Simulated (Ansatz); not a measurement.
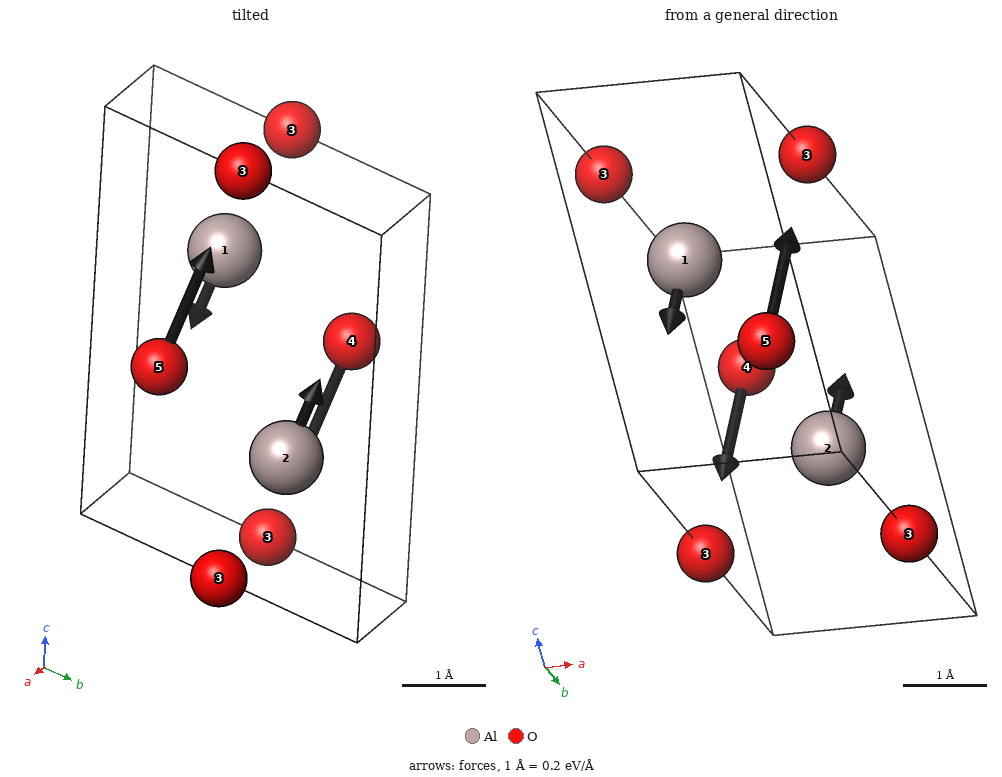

Structure drawing (spheres-only), viewed slightly off an axis and from a general direction. The edges of the cell (the run's own, in a reduced setting) are marked. The arrows are the computed forces on the atoms.

System: Al$_{2}$O$_{3}$. Method used: DFT HSE06, scalar-relativistic, plane waves, PAW (Ansatz 0.2.0). It ran with E_cut = 420 eV, k-points about 0.35 Å⁻¹ apart, Gaussian smearing of 0.02 eV, no spin polarisation.

**Is this an equilibrium geometry?**

No. The atoms still feel forces of up to about 0.26 eV/Å, far above a usual threshold of 0.01 to 0.03 eV/Å.

**Which atom is pushed hardest?**

O4 and O5, about 0.26 eV/Å.

The structure was taken from a structure type filled with these elements by a generator (whether the compound takes this form wasn't checked). Earlier steps of the study may have refined or changed the cell and positions. It went into a calculation with Ansatz.
